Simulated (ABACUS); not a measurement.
Run report: Ag, tune calculation (part 2 of 2)

Ag (Fm-3m, 1 atom in the cell); Kohn-Sham DFT of a periodic cell, PBE, PseudoDojo NC SR 0.5 PBE standard, no spin polarisation (ABACUS 3.10.1); cutoff 1115.67 eV, 9×9×9 k-mesh, marzari-vanderbilt of 0.1 eV. The structure derives from an entry of the Crystallography Open Database. It belongs to a series of runs on one base structure; here: ks_solver: cg.

Geometry of the input (Å; fractional positions):
```
0.0000  2.0427  2.0427
2.0427  0.0000  2.0427
2.0427  2.0427  0.0000
Ag 0.0000  0.0000  0.0000
```

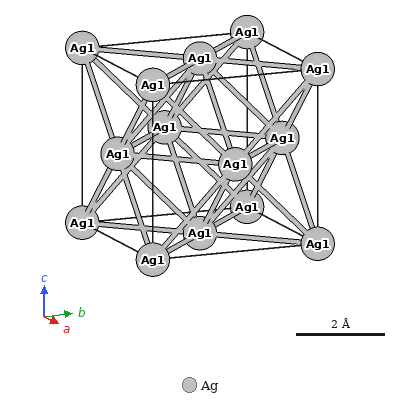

Fig. 1: The structure (ball-and-stick view of the cell 4 times as large as that of the calculation, set on its symmetry axes, seen slightly off an axis; atoms are numbered from 1 in the order of the input).

## What the program printed, continued
```
----------------------------------------------------------
     Energy           Rydberg                 eV
----------------------------------------------------------
 E_KohnSham     -310.0384210968      -4218.2891258400
 E_Harris       -309.9767197914      -4217.4496365118
 E_Fermi        1.3104213593         17.8291972677
----------------------------------------------------------

 PW ALGORITHM --------------- ION=   1  ELEC=   4--------------------------------

 Density error is 0.000169620967767
                          Error Threshold = 9.76378212614e-07
----------------------------------------------------------
     Energy           Rydberg                 eV
----------------------------------------------------------
 E_KohnSham     -310.0385807984      -4218.2912986922
 E_Harris       -310.2167046870      -4220.7147985259
 E_Fermi        1.3099747802         17.8231212471
----------------------------------------------------------

 PW ALGORITHM --------------- ION=   1  ELEC=   5--------------------------------

 Density error is 0.000124886797395
                          Error Threshold = 8.92741935616e-07
----------------------------------------------------------
     Energy           Rydberg                 eV
----------------------------------------------------------
 E_KohnSham     -310.0384851341      -4218.2899971124
 E_Harris       -310.1922438962      -4220.3819923938
 E_Fermi        1.3098090559         17.8208664524
----------------------------------------------------------

 PW ALGORITHM --------------- ION=   1  ELEC=   6--------------------------------

 Density error is 7.63497805699e-05
                          Error Threshold = 6.57298933655e-07
----------------------------------------------------------
     Energy           Rydberg                 eV
----------------------------------------------------------
 E_KohnSham     -310.0385394910      -4218.2907366750
 E_Harris       -309.9148620424      -4216.6080186609
 E_Fermi        1.3085404306         17.8036059196
----------------------------------------------------------

 PW ALGORITHM --------------- ION=   1  ELEC=   7--------------------------------

 Density error is 1.01981317605e-05
                          Error Threshold = 4.01840950368e-07
----------------------------------------------------------
     Energy           Rydberg                 eV
----------------------------------------------------------
 E_KohnSham     -310.0385432011      -4218.2907871538
 E_Harris       -309.9932971803      -4217.6751834600
 E_Fermi        1.3089444485         17.8091028654
----------------------------------------------------------

 PW ALGORITHM --------------- ION=   1  ELEC=   8--------------------------------

 Density error is 1.21757832406e-06
                          Error Threshold = 5.36743776867e-08
----------------------------------------------------------
     Energy           Rydberg                 eV
----------------------------------------------------------
 E_KohnSham     -310.0385439803      -4218.2907977550
 E_Harris       -310.0227983723      -4218.0765677684
 E_Fermi        1.3090556365         17.8106156553
----------------------------------------------------------

 PW ALGORITHM --------------- ION=   1  ELEC=   9--------------------------------

 Density error is 4.08073764531e-07
                          Error Threshold = 6.40830696874e-09
----------------------------------------------------------
     Energy           Rydberg                 eV
----------------------------------------------------------
 E_KohnSham     -310.0385445434      -4218.2908054176
 E_Harris       -310.0474775051      -4218.4123445958
 E_Fermi        1.3091555732         17.8119753636
----------------------------------------------------------

 PW ALGORITHM --------------- ION=   1  ELEC=  10--------------------------------

 Density error is 1.04460655808e-08
                          Error Threshold = 2.14775665543e-09
----------------------------------------------------------
     Energy           Rydberg                 eV
----------------------------------------------------------
 E_KohnSham     -310.0385446021      -4218.2908062157
 E_Harris       -310.0399251122      -4218.3095890187
 E_Fermi        1.3091158099         17.8114343560
----------------------------------------------------------

 PW ALGORITHM --------------- ION=   1  ELEC=  11--------------------------------

 Density error is 2.16047740109e-10
                          Error Threshold = 5.49792925304e-11
----------------------------------------------------------
     Energy           Rydberg                 eV
----------------------------------------------------------
 E_KohnSham     -310.0385446066      -4218.2908062774
 E_KS(sigma->0) -310.0385286665      -4218.2905894004
 E_Harris       -310.0387336045      -4218.2933777255
 E_band         -17.1197810916       -232.9265713579
 E_one_elec     -120.3097052270      -1636.8975157872
 E_Hartree      70.9882847276        965.8451635417
 E_xc           -46.3345604809       -630.4140368663
 E_Ewald        -214.3825317460      -2916.8239834117
 E_entropy(-TS) -0.0000318803        -0.0004337540
 E_descf        0.0000000000         0.0000000000
 E_exx          0.0000000000         0.0000000000
 E_Fermi        1.3091118716         17.8113807731
----------------------------------------------------------

 charge density convergence is achieved
 final etot is -4218.2908063 eV
 EFERMI = 17.811380773 eV

 STATE ENERGY(eV) AND OCCUPATIONS    NSPIN == 1
 1/9 kpoint (Cartesian) = 0.0000 0.0000 0.0000 (1459 pws)
       1       -74.5641     0.00274348
       2       -37.9514     0.00274348
       3       -37.9514     0.00274348
       4       -37.9514     0.00274348
       5        9.65703     0.00274348
       6        12.6530     0.00274348
       7        12.6530     0.00274348
       8        12.6530     0.00274348
       9        13.6910     0.00274348
      10        13.6910     0.00274348
      11        33.6340        0.00000
      12        37.1733        0.00000
      13        37.1733        0.00000
      14        37.1733        0.00000

 2/9 kpoint (Cartesian) = 0.027196 0.027196 0.027196 (1435 pws)
       1       -74.5621      0.0219479
       2       -37.9707      0.0219479
       3       -37.9543      0.0219479
       4       -37.9543      0.0219479
       5        10.0343      0.0219479
       6        12.5773      0.0219479
       7        12.7508      0.0219479
       8        12.7508      0.0219479
       9        13.6599      0.0219479
      10        13.6599      0.0219479
      11        33.3448        0.00000
      12        34.9117        0.00000
      13        37.2738        0.00000
      14        37.2738        0.00000

 3/9 kpoint (Cartesian) = 0.054393 0.054393 0.054393 (1429 pws)
       1       -74.5569      0.0219479
       2       -38.0193      0.0219479
       3       -37.9617      0.0219479
       4       -37.9617      0.0219479
       5        10.8896      0.0219479
       6        12.6852      0.0219479
       7        12.8627      0.0219479
       8        12.8627      0.0219479
       9        13.7429      0.0219479
      10        13.7429      0.0219479
      11        29.6748        0.00000
      12        34.3373        0.00000
      13        37.2302        0.00000
      14        37.2302        0.00000

 4/9 kpoint (Cartesian) = 0.081589 0.081589 0.081589 (1441 pws)
       1       -74.5511      0.0219479
       2       -38.0742      0.0219479
       3       -37.9700      0.0219479
       4       -37.9700      0.0219479
       5        11.1667      0.0219479
       6        12.7642      0.0219479
       7        12.7642      0.0219479
       8        14.1136      0.0219479
       9        14.1136      0.0219479
      10        14.1151      0.0219479
      11        25.4144        0.00000
      12        33.5604        0.00000
      13        36.4233        0.00000
      14        36.4233        0.00000

 5/9 kpoint (Cartesian) = 0.10879 0.10879 0.10879 (1452 pws)
       1       -74.5473      0.0219479
       2       -38.1099      0.0219479
       3       -37.9755      0.0219479
       4       -37.9755      0.0219479
       5        11.0695      0.0219479
       6        12.6473      0.0219479
       7        12.6473      0.0219479
       8        14.4415      0.0219479
       9        14.4415      0.0219479
      10        16.4226      0.0219479
      11        21.8157        0.00000
      12        32.9231        0.00000
      13        35.5419        0.00000
      14        35.5419        0.00000

 6/9 kpoint (Cartesian) = 0.0000 0.0000 0.054393 (1435 pws)
       1       -74.5614      0.0164609
       2       -37.9700      0.0164609
       3       -37.9588      0.0164609
       4       -37.9588      0.0164609
       5        10.1614      0.0164609
       6        12.4569      0.0164609
       7        12.8396      0.0164609
       8        12.8396      0.0164609
       9        13.5056      0.0164609
      10        13.7764      0.0164609
      11        33.7730        0.00000
      12        35.6534        0.00000
      13        35.8450        0.00000
      14        35.8450        0.00000

[... levels at 3 further k points ...]

------------------------------------------------------------------------------------------
 TOTAL-FORCE (eV/Angstrom)
------------------------------------------------------------------------------------------
                       Ag1         0.0000000000         0.0000000000         0.0000000000
------------------------------------------------------------------------------------------

----------------------------------------------------------------
 TOTAL-STRESS (KBAR)
----------------------------------------------------------------
        43.6306531377         0.0000000000         0.0000000000
         0.0000000000        43.6306531377        -0.0000000000
         0.0000000000        -0.0000000000        43.6306531377
----------------------------------------------------------------
 TOTAL-PRESSURE: 43.630653 KBAR

 --------------------------------------------
 !FINAL_ETOT_IS -4218.2908062774376958 eV
 --------------------------------------------
```

## Standard output
```
ABACUS 4,Local thread limit: 96
v3.10.1

               Atomic-orbital Based Ab-initio Computation at UStc

%%%%%%%%%%%%%%%%%%%%%%%%%%%%%%%%%%%%%%%%%%%%%%%%%%%%%%%%%%%%%%%%%%%%%%%%%%%%%%%%%%%%%%%%%%%%%%%%%%%%%%%%%
 Warning: the number of valence electrons in pseudopotential > 11 for Ag: [Kr] 4d10 5s1
 Pseudopotentials with additional electrons can yield (more) accurate outcomes, but may be less efficient.
 If you're confident that your chosen pseudopotential is appropriate, you can safely ignore this warning.
%%%%%%%%%%%%%%%%%%%%%%%%%%%%%%%%%%%%%%%%%%%%%%%%%%%%%%%%%%%%%%%%%%%%%%%%%%%%%%%%%%%%%%%%%%%%%%%%%%%%%%%%%

 UNIFORM GRID DIM        : 32 * 32 * 32
 UNIFORM GRID DIM(BIG)   : 32 * 32 * 32
 ---------------------------------------------------------
 Self-consistent calculations for electrons
 ---------------------------------------------------------
 SPIN    KPOINTS         PROCESSORS  THREADS
 1       35              4           4
 ---------------------------------------------------------
 Use plane wave basis
 ---------------------------------------------------------
 ELEMENT NATOM       XC
 Ag      1
 ---------------------------------------------------------
 Initial plane wave basis and FFT box
 ---------------------------------------------------------
 -------------------------------------------
 SELF-CONSISTENT :
 -------------------------------------------
 START CHARGE      : atomic
 ITER       ETOT/eV          EDIFF/eV         DRHO     TIME/s
 CG1     -4.21798960e+03   0.00000000e+00   5.9452e-02   0.76
 CG2     -4.21823235e+03  -2.42747785e-01   2.2734e-02   0.39
 CG3     -4.21828913e+03  -5.67799948e-02   1.8551e-04   0.39
 CG4     -4.21829130e+03  -2.17285226e-03   1.6962e-04   0.40
 CG5     -4.21829000e+03   1.30157978e-03   1.2489e-04   0.23
 CG6     -4.21829074e+03  -7.39562556e-04   7.6350e-05   0.35
 CG7     -4.21829079e+03  -5.04788285e-05   1.0198e-05   0.24
 CG8     -4.21829080e+03  -1.06012123e-05   1.2176e-06   0.24
 CG9     -4.21829081e+03  -7.66258280e-06   4.0807e-07   0.33
 CG10    -4.21829081e+03  -7.98094287e-07   1.0446e-08   0.27
 CG11    -4.21829081e+03  -6.17137788e-08   2.1605e-10   0.34
----------------------------------------------------------------
 TOTAL-STRESS (KBAR)
----------------------------------------------------------------
        43.6306531377         0.0000000000         0.0000000000
         0.0000000000        43.6306531377        -0.0000000000
         0.0000000000        -0.0000000000        43.6306531377
----------------------------------------------------------------
 TOTAL-PRESSURE: 43.630653 KBAR
```
